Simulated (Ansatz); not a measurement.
```
Al N
1.0
     0.00000    0.00000   -4.07063
     0.00000   -4.07063    0.00000
    -4.07063    0.00000    0.00000
Al N
4 4
Direct
  0.00000 0.75264 0.75000
  0.50000 0.25264 0.75000
  0.00000 0.24736 0.25000
  0.50000 0.74736 0.25000
  0.00000 0.76400 0.25000
  0.50000 0.26400 0.25000
  0.00000 0.23600 0.75000
  0.50000 0.73600 0.75000
```

Space group Cmcm; a structure from a database of computed crystals, not necessarily the ambient phase; not relaxed (largest force 0.9 eV/Å).

These are results of Ansatz, DFT PBE, scalar-relativistic, plane waves, PAW, not measurements.

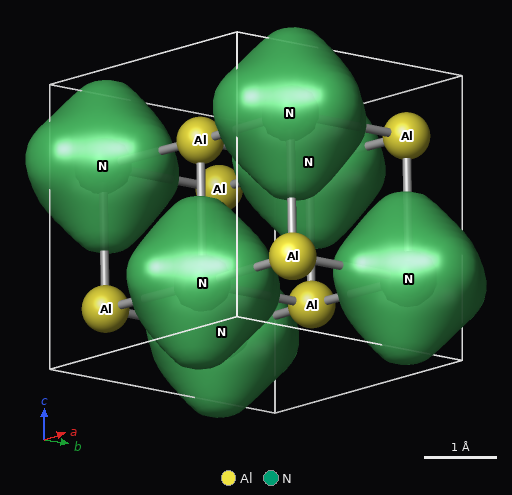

AlN. Isosurface of the ELF at 0.6 (green), seen at an oblique angle. Only the valence region is drawn (cores and ρ < 0.01 e/Å³ removed). Sticks mark near contacts.

In a PAW calculation such maps are meaningful between the atoms, not at the nuclei.

Where are the electrons localised?

Answer. The surface consists of four regions on N in which the atom's valence shell and bonds are merged, counted in one cell of 8 atoms. Regions shared between cells count once.

Values along the shortest contacts:
Al–N (1.97 Å): the ELF peaks at about 0.85 in the valence shell of N, 0.8 Å from its nucleus, and is about 0.80 at the midpoint. Al–N (2.04 Å): the ELF peaks at about 0.85 in the valence shell of N, 0.8 Å from its nucleus, and is about 0.80 at the midpoint.

Metal or insulator at this level of theory?

Answer. It is gapped, with a Kohn–Sham gap of 4.4 eV on the k-point mesh (the band edges may lie off the mesh, which would make the gap smaller).
